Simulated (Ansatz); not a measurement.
# Geometry relaxation, with input and output: Al$_{2}$Cu

- system: Al$_{2}$Cu (Fm-3m, 9 atoms in the cell)
- method: DFT PBEsol, scalar-relativistic, plane waves, PAW, no spin polarisation (Ansatz 0.2.0)

The structure derives from a Materials Project entry. It belongs to a series of runs on one base structure; here: 0 of 6 Al sites taken by Fe, cell and atoms relaxed. Figures and captions count atoms from 1; the log counts them from 0 in places.

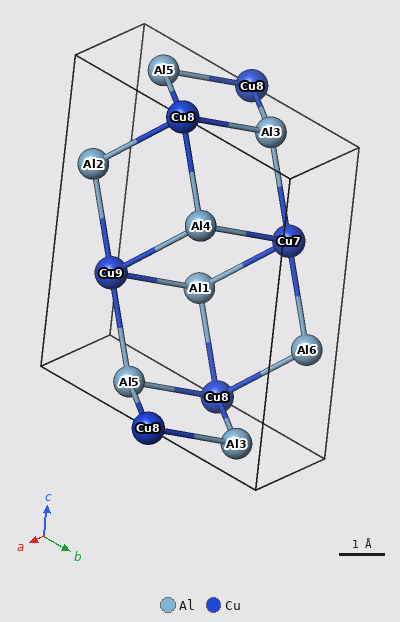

Figure 1. The input geometry (ball-and-stick view of the cell of the calculation, seen slightly off an axis; atoms are numbered from 1 in the order of the input). An atom can appear more than once, as a periodic image. Near neighbours in the periodic cell (some may lie outside the picture): Al has 4 Cu at 2.48 Å; Cu has 8 Al at 2.48 Å.

The input:
```yaml
crystal:
  lattice:
    - [4.0492630891, 0.0, 0.0]
    - [0.0, 0.0, 5.7260273364]
    - [-2.0246315446, -6.0738946337, -2.8630136682]
  atoms:
    - { symbol: Al, position: [0.1666666667, 0.4166666667, 0.3333333333] }
    - { symbol: Al, position: [0.8333333333, 0.0833333333, 0.6666666667] }
    - { symbol: Al, position: [0.5, 0.75, 1.0] }
    - { symbol: Al, position: [0.8333333333, 0.5833333333, 0.6666666667] }
    - { symbol: Al, position: [0.5, 0.25, 1.0] }
    - { symbol: Al, position: [0.1666666667, 0.9166666667, 0.3333333333] }
    - { symbol: Cu, position: [0.3333333333, 0.8333333333, 0.6666666667] }
    - { symbol: Cu, position: [0.0, 0.5, 1.0] }
    - { symbol: Cu, position: [0.6666666667, 0.1666666667, 0.3333333333] }
basis:
  ecutwfc: 420
kpoints:
  mp_grid: { grid: [10, 10, 10] }
hamiltonian:
  xc: pbesol
scf:
  occupations: { method: gaussian, width: 0.1 }
output:
  forces: true
  stress: true
  eigenvalues: true
relax:
  adjacent_minimum: "off"
  f_tol: 0.015
  max_steps: 60
  cell: { stress_tol: 0.15 }
```

Run as:
```bash
ansatz run input.yaml --threads 2 --pin off --max-ram 5120MiB --backend cpu --events-out ev --progress --plain --runs-dir out
```

Output:
```
Engine: ansatz 0.2.0, x86_64-unknown-linux-gnu
Pseudopotentials: kind: paw
Pseudopotential: Al, paw, valence charge 3, recommended cutoff 420 eV (normal), Al.paw.azcp
Pseudopotential: Cu, paw, valence charge 19, recommended cutoff 420 eV (normal), Cu.paw.azcp
Functional definition: PBEsol
  exchange = pbesol_x
  correlation = pbesol_c
Crystal: 9 atoms, lattice volume = 140.830 Å³
Basis set: ecut = 420 eV, 2783 PW (Γ), exchange–correlation on 60×80×96 points (8 copies of the dense FFT grid, shifted against one another)
Bands: 47, of which v1, the nominal top of the filled ones, is band 38 counted from 1 (37 counted from 0)
Symmetry: 24 space group operations
Space group: I4/mmm (ITA 139), of the structure as read, at distance tolerance 5.2e-5 Å
k-points: 171 of 1000
Non-local potential: Al, projectors of the file, l = 0: 2, l = 1: 2, l = 2: 1
Non-local potential: Cu, projectors of the file, l = 0: 3, l = 1: 2, l = 2: 3, l = 3: 1
PAW form: soft (Blöchl's): semilocal exchange-correlation on the pseudo side does not see the compensation charge
PAW frozen core: Al, regenerated for the run's functional, and the local potential with it (the file was generated under x = pbe(κ = 0.804, μ = 0.2195149727645171), c = pbe(β = 0.06672455060314922))
PAW frozen core: Cu, regenerated for the run's functional, and the local potential with it (the file was generated under x = pbe(κ = 0.804, μ = 0.2195149727645171), c = pbe(β = 0.06672455060314922))
PAW one-centre angular grid: Al, 110 points (default); XC on 64 Gauss nodes
PAW one-centre angular grid: Cu, 590 points (default); XC on 64 Gauss nodes
Initial density: superposition of atomic densities (neutral atoms: chi_scale 0, normalization atom), corrected by the library's trained network
Initial wavefunctions: pseudopotential atomic-orbital guess
Functional: x = pbesol(κ = 0.804, μ = 0.12345679012345678), c = pbesol(β = 0.046)
SCF iter   1: F=—  HF=-22915.268785 eV  |F-HF|=—  |Δ(HF+E_count)|=         —  Δρ=8.18e-3  dr2=5.21e-2  ethr=1.77e-3  ⟨swp⟩=8.9  Hψ=36538  notcnv=0  defer=20
preconditioner: auto → Kerker (q_TF=auto, 2.456 Å⁻¹)  [metal: Δε(μ)=0.022 eV  Ē_g=7.331 eV  σ=0.100 eV  W_gap=0.12  n_scr=38 (ndim 8)  ℏωp=22.3 eV  f_vac=0.001  D(μ)=1.91/eV (n_scr^D=6)]
SCF iter   2: F=—  HF=-22915.259570 eV  |F-HF|=—  |Δ(HF+E_count)|=   9.21e-3  Δρ=1.28e-3  dr2=2.45e-3  ethr=6.94e-5  ⟨swp⟩=2.0  Hψ=13974  notcnv=0  defer=294
SCF iter   3: F=—  HF=-22915.259251 eV  |F-HF|=—  |Δ(HF+E_count)|=   3.20e-4  Δρ=1.07e-3  dr2=1.55e-3  ethr=3.27e-6  ⟨swp⟩=2.0  Hψ=10459  notcnv=0  defer=294
SCF iter   4: F=—  HF=-22915.259425 eV  |F-HF|=—  |Δ(HF+E_count)|=   1.74e-4  Δρ=3.26e-4  dr2=2.40e-4  ethr=2.06e-6  ⟨swp⟩=1.0  Hψ=7507  notcnv=0  defer=294
SCF iter   5: F=—  HF=-22915.259461 eV  |F-HF|=—  |Δ(HF+E_count)|=   3.59e-5  Δρ=7.67e-5  dr2=1.00e-5  ethr=3.20e-7  ⟨swp⟩=1.8  Hψ=8188  notcnv=0  defer=294
SCF iter   6: F=—  HF=-22915.259367 eV  |F-HF|=—  |Δ(HF+E_count)|=   9.34e-5  Δρ=3.27e-5  dr2=1.89e-6  ethr=1.34e-8  ⟨swp⟩=1.6  Hψ=8296  notcnv=0  defer=294
SCF iter   7: F=—  HF=-22915.259367 eV  |F-HF|=—  |Δ(HF+E_count)|=   4.31e-7  Δρ=4.55e-6  dr2=3.95e-8  ethr=1.33e-10  ⟨swp⟩=8.2  Hψ=34306  notcnv=0
SCF iter   8: F=-22915.259367 eV  HF=-22915.259367 eV  |F-HF|=4.73e-11  |Δ(HF+E_count)|=   1.16e-8  Δρ=5.35e-7  dr2=2.37e-10  ethr=5.27e-11  ⟨swp⟩=4.0  Hψ=23310  notcnv=0
SCF 1 converged in 8 iterations: F = -22915.259367 eV  dr2 = 2.37e-10
  greatest PAW one-centre occupation: 1.000 electrons in one spin orbital (limit 2), on the Cu atom at site 8 (counted from 0), in its partial waves of l = 0
relax step   1: F+E_penalty+E_count = -22915.25936706 eV  Δ(F+E_penalty+E_count) = +0.000e0 eV  max|allowed force component| = 5.001e-4 eV/Å  Δτ_max = 0.0000 Å  P = +0.027 GPa  Ω = 140.830 Å³  (8 SCF iters, dr2 threshold 1.00e-7 eV, accepted)
Initial density: handed on by an earlier stage of this run
Initial wavefunctions: pseudopotential atomic-orbital guess (no wavefunctions were taken with the density)
iter 1 solved again at ethr=2.65e-7 eV; its pass at ethr=3.10e-3 eV (dr2=1.99e-4 eV) is discarded
SCF iter   1: F=—  HF=-22915.259448 eV  |F-HF|=—  |Δ(HF+E_count)|=         —  Δρ=9.45e-7  dr2=7.47e-10  ethr=2.65e-7  ⟨swp⟩=3.0  Hψ=54959  notcnv=0
eigensolver tolerance schedule: the retry pair's looser diagonalisation over-reported the residual by 265926.53 of it (diagonalisation noise at an unbounded share of the residual, at the tolerance the schedule requests for it); recorded, not acted on — ethr = c·dr2/N_el stays at c = 1.0e-1
preconditioner: auto → Kerker (q_TF=auto, 2.456 Å⁻¹)  [metal: Δε(μ)=0.020 eV  Ē_g=7.374 eV  σ=0.100 eV  W_gap=0.11  n_scr=38 (ndim 8)  ℏωp=22.3 eV  f_vac=0.000  D(μ)=1.88/eV (n_scr^D=6)]
SCF iter   2: F=—  HF=-22915.259367 eV  |F-HF|=—  |Δ(HF+E_count)|=   8.09e-5  Δρ=4.05e-7  dr2=1.63e-10  ethr=1.00e-12  ⟨swp⟩=3.5  Hψ=19204  notcnv=0
iter 3 did not close the SCF: its close was put off for the readings that it lacked (scf_convergence_deferred on its scf_iter line)
SCF iter   3: F=-22915.259367 eV  HF=-22915.259367 eV  |F-HF|=1.46e-11  |Δ(HF+E_count)|=  1.46e-11  Δρ=2.24e-7  dr2=3.92e-11  ethr=1.00e-12  ⟨swp⟩=1.0  Hψ=8032  notcnv=0
iter 4 did not close the SCF: its close was put off for the readings that it lacked (scf_convergence_deferred on its scf_iter line)
SCF iter   4: F=-22915.259367 eV  HF=-22915.259367 eV  |F-HF|=1.82e-11  |Δ(HF+E_count)|=  7.28e-12  Δρ=7.66e-8  dr2=8.18e-12  ethr=1.00e-12  ⟨swp⟩=1.0  Hψ=8032  notcnv=0
iter 5 did not close the SCF: its close was put off for the readings that it lacked (scf_convergence_deferred on its scf_iter line)
SCF iter   5: F=-22915.259367 eV  HF=-22915.259367 eV  |F-HF|=1.82e-11  |Δ(HF+E_count)|=  3.64e-12  Δρ=3.69e-8  dr2=1.40e-12  ethr=1.00e-12  ⟨swp⟩=1.0  Hψ=8032  notcnv=0
iter 6 did not close the SCF: its close was put off for the readings that it lacked (scf_convergence_deferred on its scf_iter line)
SCF iter   6: F=-22915.259367 eV  HF=-22915.259367 eV  |F-HF|=1.09e-11  |Δ(HF+E_count)|=  1.46e-11  Δρ=1.03e-8  dr2=1.12e-13  ethr=1.00e-12  ⟨swp⟩=1.0  Hψ=8032  notcnv=0
SCF iter   7: F=-22915.259367 eV  HF=-22915.259367 eV  |F-HF|=3.64e-12  |Δ(HF+E_count)|=  3.64e-12  Δρ=5.94e-9  dr2=3.31e-14  ethr=1.00e-12  ⟨swp⟩=2.0  Hψ=18463  notcnv=0
SCF 2 converged in 7 iterations: F = -22915.259367 eV  dr2 = 3.31e-14
relax step   2: F+E_penalty+E_count = -22915.25936706 eV  Δ(F+E_penalty+E_count) = -1.819e-11 eV  max|allowed force component| = 4.999e-4 eV/Å  Δτ_max = 0.0000 Å  P = +0.027 GPa  Ω = 140.830 Å³  stress off target by 1.04e-1 GPa  SCF on the basis re-selected at this cell (its energy is not comparable with the rows above)  (7 SCF iters)
```

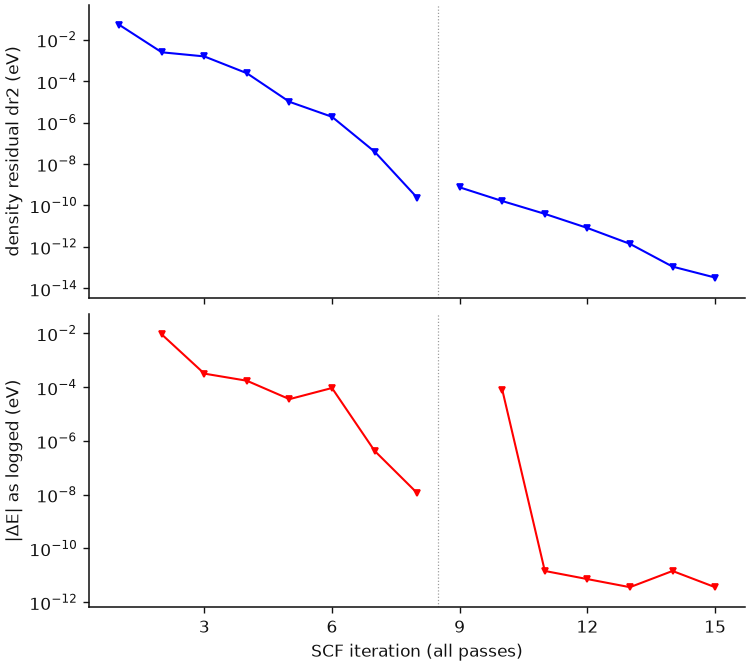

Figure 2. Convergence of the self-consistent field: density residual dr2 and size of the energy change against the SCF iteration. The dotted lines part the SCF passes of the relaxation: geometry steps, rejected trials and re-solves on a re-selected basis. The passes take 8 and 7 iterations.

```
basis re-selected at this cell: Δ(F+E_penalty+E_count) = -1.819e-11 eV, ΔP = -0.000 GPa vs the last step (what re-selecting the basis moved, of the pressure what is left beyond the Pulay correction that the steps carried, after the strain that the cell walked since its last selection, with what the two solves' SCF thresholds leave and, on support functions, any second-order correction that the steps lacked; it is no measure of the basis error at this ecutwfc). This SCF's stress stands 1.04e-1 GPa from its target on what of the cell is left free (relax.cell.stress_tol is 1.50e-1 GPa) and its largest allowed force component is 5.00e-4 eV/Å (relax.f_tol is 1.50e-2 eV/Å): within both
SCF converged after 7 iterations
Free energy (F): -22915.259367 eV
Harris-Foulkes:  -22915.259367 eV  (|F-HF|=3.64e-12)
Internal energy: -22915.249954 eV  (E = F + TS)
E sigma→0 (E₀):  -22915.254661 eV
Entropy (-TS):   -0.009413 eV (-1.046 meV/atom)
Fermi energy:    9.358927 eV
--- Per-component energies (eV) ---
  E_band       = -1473.185701
  E_kinetic    = 1040.710304
  E_local      = -17644.727405  (includes V_loc(G=0)·N_el)
  E_nonlocal   = 1211.100503
  E_hartree    = 7889.678138
  E_xc         = -508.008720
  E_vxc        = -527.246471  (∫ρ·V_xc dr)
  E_paw        = -7586.726335  (= ΣΔE_a)
  E_vpaw       = -1332.379569  (= ΣTr[D̂ρ^β])
  E_aug_tail   = 0.000683  (compensation charges beyond the density's cutoff)
  E_ewald      = -7318.010563
  E_core_change = 0.733441  (= ΣΔE_core)
  E_smearing   = -0.009413  (= −TS)
  E_closure    = -0.000000  (closes the sum)
  Σ components = -22915.259367   (vs F -22915.259367, Δ=0.00e0)
--- Forces (eV/Å), atoms counted from 1 ---
  atom   1  Al    -0.00000000     0.00000000    -0.00049987
  atom   2  Al     0.00000000     0.00000000    -0.00049987
  atom   3  Al    -0.00000000     0.00000000    -0.00049987
  atom   4  Al     0.00000000    -0.00000000     0.00049987
  atom   5  Al    -0.00000000     0.00000000     0.00049987
  atom   6  Al     0.00000000     0.00000000     0.00049987
  atom   7  Cu     0.00000000     0.00000000     0.00000000
  atom   8  Cu    -0.00000000    -0.00000000     0.00000000
  atom   9  Cu    -0.00000000    -0.00000000    -0.00000000
  max |Σ_I F_I| component: 1.73e-18 eV/Å
--- Stress (GPa, compression-positive) ---
        0.104296      -0.000000       0.000000
       -0.000000       0.006623       0.000000
        0.000000      -0.000000      -0.028499
  P = ⅓ Tr σ = 0.0275 GPa (0.275 kbar)
--- Band table (eV; the first three rows and the last of 171) ---
  k-point 0: bands = ["-104.2057", "-104.2057", "-104.2057", "-61.7041", "-61.7041", "-61.7041", "-61.7041", "-61.7041", "-61.7041", "-61.7040", "-61.7040", "-61.7039", "-0.9476", "2.7333", "2.7333", "3.7052", "3.7052", "4.3549", "4.3549", "4.7718", "4.7721", "4.7722", "5.0905", "5.0905", "5.1796", "5.1796", "5.3152", "5.3152", "5.3517", "5.3519", "5.8281", "5.8281", "6.0840", "6.0840", "8.5047", "8.5047", "10.9233", "10.9233", "12.2423", "12.2424", "12.2434", "12.3566", "12.3582", "12.3583", "13.7433", "15.1335", "15.1335"]
  k-point 1: bands = ["-104.2057", "-104.2057", "-104.2056", "-61.7042", "-61.7041", "-61.7041", "-61.7041", "-61.7041", "-61.7041", "-61.7040", "-61.7039", "-61.7039", "-0.9074", "2.1187", "3.2933", "3.5390", "3.8790", "4.1185", "4.5735", "4.7591", "4.7779", "4.7790", "5.0880", "5.1346", "5.2036", "5.2177", "5.2822", "5.3472", "5.3529", "5.3599", "5.6141", "6.0998", "6.1168", "6.1568", "8.1217", "8.9478", "10.6692", "11.2338", "11.4233", "11.4347", "12.2416", "12.3830", "12.9185", "13.0490", "14.1065", "14.1097", "14.5692"]
  k-point 2: bands = ["-104.2057", "-104.2057", "-104.2056", "-61.7042", "-61.7041", "-61.7041", "-61.7041", "-61.7041", "-61.7041", "-61.7040", "-61.7039", "-61.7039", "-0.7871", "1.5192", "3.3937", "3.6155", "4.0051", "4.0484", "4.7151", "4.7204", "4.7944", "4.7989", "5.0841", "5.2211", "5.2480", "5.2625", "5.3343", "5.3473", "5.3561", "5.4120", "5.4626", "6.2789", "6.3241", "6.4900", "7.8052", "9.4451", "10.4580", "10.5216", "10.5303", "11.6070", "12.2090", "12.4572", "12.8718", "13.2295", "13.6110", "14.0754", "14.9095"]
  k-point 170: bands = ["-104.2057", "-104.2056", "-104.2056", "-61.7042", "-61.7042", "-61.7042", "-61.7041", "-61.7041", "-61.7041", "-61.7039", "-61.7039", "-61.7039", "2.0114", "2.2106", "2.9046", "3.0347", "3.6349", "3.7162", "4.3090", "4.5106", "4.8349", "4.8827", "4.9624", "5.0119", "5.2800", "5.2817", "5.3437", "5.4130", "5.4161", "5.4364", "5.4674", "5.5294", "5.7621", "5.8195", "6.9554", "8.0247", "8.8221", "8.8480", "9.3947", "12.0587", "12.1273", "12.6501", "12.7984", "13.4755", "13.5349", "14.3777", "14.5194"]
--- Relaxed structure (1 steps of the walk, 1 accepted, 1 SCFs on fresh bases) ---
  F+E_penalty+E_count = -22915.25936706 eV   max|allowed force component| = 4.999e-4 eV/Å   (the final SCF, on the basis selected at the relaxed cell)
  cell:  # Å, volume = 140.8305 Å³
    - [4.0492630891, -1.6666721740692152e-11, 0.0]
    - [0.0, 0.0, 5.7260273364]
    - [-2.024631544575, -6.073894633691667, -2.8630136682]
  atoms:
    - { symbol: Al, position: [0.16666666666666666, 0.41666666666666674, 0.3333333333333333] }
    - { symbol: Al, position: [0.8333333333333333, 0.08333333333333337, 0.6666666666666666] }
    - { symbol: Al, position: [0.5000000000000001, 0.7499999999999999, 1.0] }
    - { symbol: Al, position: [0.8333333333333333, 0.5833333333333334, 0.6666666666666666] }
    - { symbol: Al, position: [0.5000000000000001, 0.25, 1.0] }
    - { symbol: Al, position: [0.16666666666666666, 0.9166666666666666, 0.3333333333333333] }
    - { symbol: Cu, position: [0.3333333333333333, 0.8333333333333335, 0.6666666666666666] }
    - { symbol: Cu, position: [0.0, 0.5, 1.0] }
    - { symbol: Cu, position: [0.6666666666666667, 0.16666666666666669, 0.3333333333333333] }
```

Trajectory as extended XYZ (Å, eV, eV/Å), 2 frames, from step=1 to step=2:
```
9
Lattice="4.0493 0.0000 0.0000 0.0000 0.0000 5.7260 -2.0246 -6.0739 -2.8630" Properties=species:S:1:pos:R:3:forces:R:3 step=1 energy=-22915.25937 pressure_GPa=0.03
Al    0.0000   -2.0246    1.4315    0.0000   0.0000  -0.0005
Al    2.0246   -4.0493   -1.4315    0.0000   0.0000  -0.0005
Al    0.0000   -6.0739    1.4315    0.0000   0.0000  -0.0005
Al    2.0246   -4.0493    1.4315    0.0000   0.0000   0.0005
Al    0.0000   -6.0739   -1.4315    0.0000   0.0000   0.0005
Al    0.0000   -2.0246    4.2945    0.0000   0.0000   0.0005
Cu    0.0000   -4.0493    2.8630    0.0000   0.0000   0.0000
Cu   -2.0246   -6.0739    0.0000    0.0000   0.0000   0.0000
Cu    2.0246   -2.0246    0.0000    0.0000   0.0000   0.0000
9
Lattice="4.0493 0.0000 0.0000 0.0000 0.0000 5.7260 -2.0246 -6.0739 -2.8630" Properties=species:S:1:pos:R:3:forces:R:3 step=2 energy=-22915.25937 pressure_GPa=0.03
Al    0.0000   -2.0246    1.4315    0.0000   0.0000  -0.0005
Al    2.0246   -4.0493   -1.4315    0.0000   0.0000  -0.0005
Al    0.0000   -6.0739    1.4315    0.0000   0.0000  -0.0005
Al    2.0246   -4.0493    1.4315    0.0000   0.0000   0.0005
Al    0.0000   -6.0739   -1.4315    0.0000   0.0000   0.0005
Al    0.0000   -2.0246    4.2945    0.0000   0.0000   0.0005
Cu    0.0000   -4.0493    2.8630    0.0000   0.0000   0.0000
Cu   -2.0246   -6.0739    0.0000    0.0000   0.0000   0.0000
Cu    2.0246   -2.0246    0.0000    0.0000   0.0000   0.0000
```

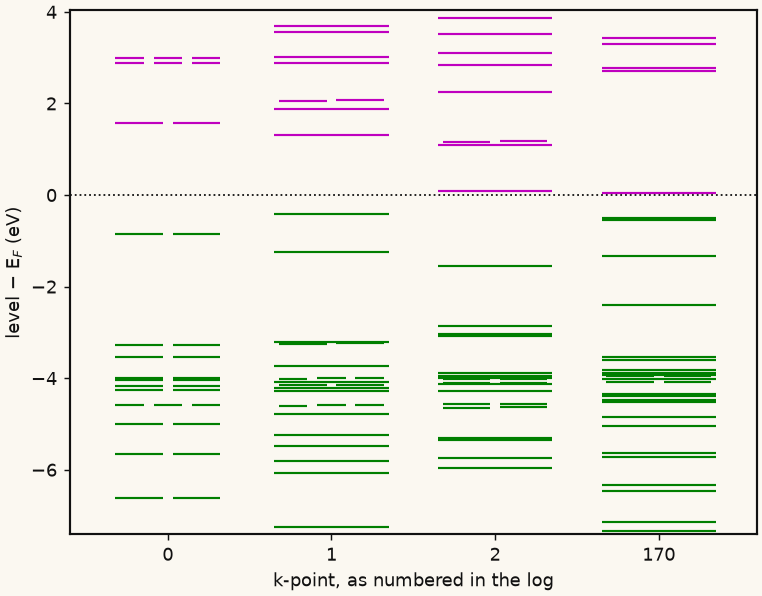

Figure 3. Kohn–Sham levels near the Fermi level (dotted) at the few k-points that the log prints; levels within 0.02 eV of each other stand side by side. The system is metallic on the full mesh.

Summary:

```json
{"quantity": "outcome", "value": "converged"}
{"quantity": "space group (tolerance 0.01 Å)", "value": "Fm-3m (225)"}
{"quantity": "electrons treated", "value": "75"}
{"quantity": "free energy", "value": "−22915.2594 eV"}
{"quantity": "Fermi energy", "value": "9.359 eV"}
{"quantity": "gap on the k-point mesh", "value": "none (metallic)"}
{"quantity": "pressure", "value": "0.03 GPa"}
{"quantity": "final volume", "value": "140.83 Å³"}
{"quantity": "largest force (length of the vector) at the end", "value": "under 0.001 eV/Å"}
{"quantity": "final cell", "value": "a = 4.049 Å, b = 5.726 Å, c = 7.013 Å, α = 114.09°, β = 106.78°, γ = 90.00°"}
{"quantity": "hardware", "value": "2 threads of Intel Xeon (Granite Rapids), 32 GiB of memory available, shared host"}
{"quantity": "wall time", "value": "37 s (CPU time 73 s)"}
{"quantity": "peak memory", "value": "1 GiB"}
```
